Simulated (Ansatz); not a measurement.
The calculation's input:

```
crystal:
  lattice:
    - [-4.4, 4.4, 4.4]
    - [4.4, -4.4, 4.4]
    - [4.4, 4.4, -4.4]
  atoms:
    - { symbol: Ta, position: [0.01883643, 0.00082356, 0.00926554] }
    - { symbol: Ta, position: [0.00444004, 0.245755, 0.7423311] }
    - { symbol: Ta, position: [0.00420268, 0.49825932, 0.50336906] }
    - { symbol: Ta, position: [0.00520132, 0.74994263, 0.26435752] }
    - { symbol: Ta, position: [0.24770882, 0.00225278, 0.74822612] }
    - { symbol: Ta, position: [0.24471252, 0.24056779, 0.48795571] }
    - { symbol: Ta, position: [0.24878428, 0.49710388, 0.26393627] }
    - { symbol: Ta, position: [0.24082602, 0.7309973, -0.00100731] }
    - { symbol: Ta, position: [0.50790724, 0.00541258, 0.4961787] }
    - { symbol: Ta, position: [0.49525598, 0.25218746, 0.25246948] }
    - { symbol: Ta, position: [0.50746935, 0.49537577, 0.00868182] }
    - { symbol: Ta, position: [0.50158058, 0.74710602, 0.75033347] }
    - { symbol: Ta, position: [0.74232553, -0.00142368, 0.24105897] }
    - { symbol: Ta, position: [0.76240375, 0.25142846, 0.00492645] }
    - { symbol: Ta, position: [0.75223985, 0.49751809, 0.75439253] }
    - { symbol: Ta, position: [0.75394079, 0.7611512, 0.50713677] }
    - { symbol: "N", position: [0.00016778, -0.00186073, 0.50204529] }
    - { symbol: "N", position: [-0.00986125, 0.23716656, 0.24082775] }
    - { symbol: "N", position: [0.00578188, 0.49705412, 0.0095479] }
    - { symbol: "N", position: [0.00577315, 0.74820281, 0.74910932] }
    - { symbol: "N", position: [0.24345646, 0.00051929, 0.24437463] }
    - { symbol: "N", position: [0.23771479, 0.2516206, -0.0044244] }
    - { symbol: "N", position: [0.22865041, 0.47447983, 0.72824481] }
    - { symbol: "N", position: [0.24320785, 0.75024664, 0.48975543] }
    - { symbol: "N", position: [0.48156575, -0.01609097, -0.00020577] }
    - { symbol: "N", position: [0.50044187, 0.24709966, 0.74599641] }
    - { symbol: "N", position: [0.49007087, 0.48289554, 0.48630985] }
    - { symbol: "N", position: [0.50172748, 0.73897928, 0.2517186] }
    - { symbol: "N", position: [0.75205084, -0.00420083, 0.75580819] }
    - { symbol: "N", position: [0.75118804, 0.24967327, 0.49999156] }
    - { symbol: "N", position: [0.75978384, 0.50091205, 0.24216648] }
    - { symbol: "N", position: [0.7566732, 0.74026506, -0.00468929] }
scf:
  occupations: { method: gaussian, width: 0.1 }
output:
  forces: true
  stress: true
  eigenvalues: true
  write_density: true
  write_potential: true
  elf: true
  volumetric_format: npy
hamiltonian:
  xc: pbe
relax:
  f_tol: 0.01
  max_steps: 60
  cell: { stress_tol: 0.05 }
kpoints:
  mp_grid: { grid: [6, 6, 6] }
```

Run with:

```sh
ansatz run input.yaml --threads 8 --pin off --max-ram 14336MiB --backend cpu --events-out ev --progress --plain --runs-dir out
```

The fields are those of the relaxed geometry.

Space group P4/nmm; a generated structure, not necessarily the stable one.

The calculation used DFT PBE, scalar-relativistic, plane waves, PAW (Ansatz 0.2.0).

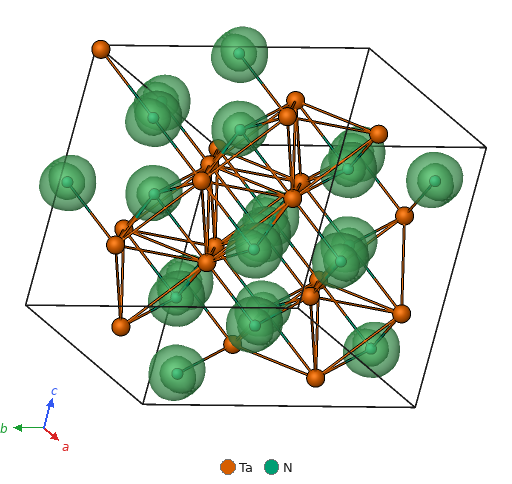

TaN. Isosurface of the ELF at 0.75 (green), seen at an oblique angle. Core shells and regions of very low density are left out. Sticks mark near contacts.

Core electrons are frozen (PAW), and the valence fields are smoothed inside the atomic spheres.

> Identify the bonds, lone pairs and shells in this picture.

At this value the surface marks out 16 regions wrapped around N (the valence shell of each), counted in one cell of 32 atoms. Regions shared between cells count once.

Values along the shortest contacts:
Ta–N (2.19 Å): the ELF peaks at about 0.80 in the valence shell of N, 0.7 Å from its nucleus, and is about 0.20 at the midpoint (no shared electron pair shows on this line). Ta–Ta (2.98 Å): the ELF is about 0.30 at the midpoint.

> Does the calculation give a band gap?

It is gapless in this calculation (a metal or semimetal); semilocal functionals without U, or without the true magnetic order, often close the gap of such compounds.
